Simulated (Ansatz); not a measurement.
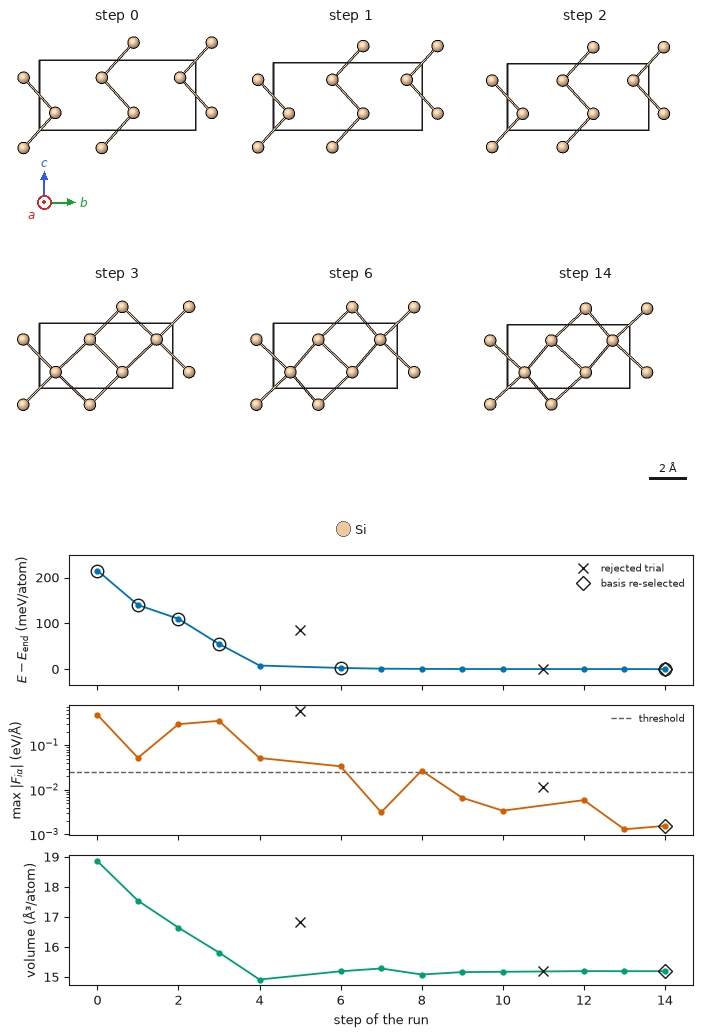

Frames of a relaxation of solid Si (set up in Cmcm), marked on the history of the run. A ball-and-stick model of the conventional cell (2 times the calculation's cell), seen along the a axis. Lengths and directions refer to the drawn axes.

Case: 2 of 2 Ca taken out, relaxed.

All numbers below come from DFT PBE, scalar-relativistic, plane waves, PAW (Ansatz). Settings: plane-wave cutoff 420 eV; k-point mesh 16 × 16 × 10; occupations gaussian; smearing width 0.1 eV; no spin polarisation; cell and atoms relaxed; force threshold 0.025 eV/Å; at most 70 steps.

Describe the path.

Answer. Over 11 accepted moves (14 points after the start) the energy falls by 215 meV per atom. The largest force component goes from 0.48 to 0.0016 eV/Å. The pressure goes from −1.61 to 0.00 GPa. The line search rejected the trial steps at points 5, 11 of the run. The SCF was repeated once at an unchanged geometry on a basis and grid sized afresh for the cell, which shifted the energy by 0.3 meV per atom at most. The largest moves relative to the cell, 0.26 Å, are those of Si atoms. The volume changes by −19.4 %, with a 2.345 → 2.661 Å (+13.5 %), b 8.460 → 6.615 Å (−21.8 %), c 3.802 → 3.452 Å (−9.2 %). Among the contacts that change: Si–Si 3.363 → 2.614 Å, Si–Si 2.345 → 2.661 Å, Si–Si 2.561 → 2.541 Å. New bonds form, among them: Si–Si (3.36 → 2.61 Å). Among the angles between lasting bonds that change: Si–Si–Si 95.9° → 85.6°. The space group stays Cmcm (No. 63). From step 0 to 1: Si atoms move most (0.02 Å), volume −7.0 %, energy −75.1 meV per atom. From step 1 to 2: Si atoms move most (0.04 Å), volume −5.1 %, energy −30.2 meV per atom. From step 2 to 3: Si atoms move most (0.09 Å), volume −5.0 %, energy −54.8 meV per atom. From step 3 to 6: Si atoms move most (0.11 Å), volume −3.9 %, energy −52.4 meV per atom. From step 6 to 14: Si atoms move most (0.02 Å), energy −2.7 meV per atom.

```tsv
step	E − E(0), meV/atom	largest force component, eV/Å	pressure, GPa	volume, Å³/atom	note
0	0.00	0.4808	-1.61	18.857	
1	-75.11	0.0521	-0.22	17.542	
2	-105.35	0.2961	0.60	16.643	
3	-160.15	0.3512	-0.49	15.814	
4	-207.27	0.0517	2.27	14.915	
5	-129.11	0.5867	-5.09	16.836	rejected
6	-212.51	0.0337	0.13	15.190	
7	-214.12	0.0031	-0.54	15.284	
8	-214.57	0.0270	0.67	15.083	
9	-214.82	0.0066	0.15	15.163	
10	-214.90	0.0034	0.08	15.173	
11	-214.74	0.0116	0.04	15.205	rejected
12	-214.91	0.0059	-0.01	15.196	
13	-214.94	0.0013	-0.02	15.193	
14	-215.20	0.0016	0.00	15.193	same geometry, new basis
```
